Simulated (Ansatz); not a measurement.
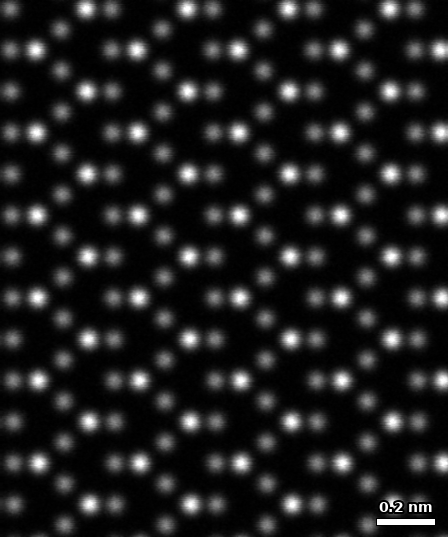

Dark-field STEM-like image of Al (Pm-3n, No. 223). Simulated incoherent Z contrast: every atom adds Z^1.6 spread by a probe of 0.50 Å full width; channelling and multiple scattering are left out. Shot noise and a slight drift were added. Structure used: the geometry relaxed with Ansatz 0.2.0, DFT, LDA (PW92), plane waves (420 eV) with PAW, scalar-relativistic; the starting structure was generated, so it need not be a known form of this composition.

```
Al
1.0
     5.06355    0.00000    0.00000
     0.00000    5.06355    0.00000
     0.00000    0.00000    5.06355
Al
8
Direct
  0.00000 0.00000 0.00000
  0.50000 0.50000 0.50000
  0.25000 0.00000 0.50000
  0.75000 0.00000 0.50000
  0.50000 0.25000 0.00000
  0.50000 0.75000 0.00000
  0.00000 0.50000 0.25000
  0.00000 0.50000 0.75000
```

**Which beam direction gives this image, [111], [001], [211] or [210]? (Directions equivalent by symmetry count as one.)**

[211]. The projected cells are 4.13 × 4.13 Å, 120° for [111]; 5.06 × 5.06 Å, 90° for [001]; 2.92 × 3.58 Å, 90° for [211]; 2.26 × 5.06 Å, 90° for [210], and the image repeats as the [211] one does.
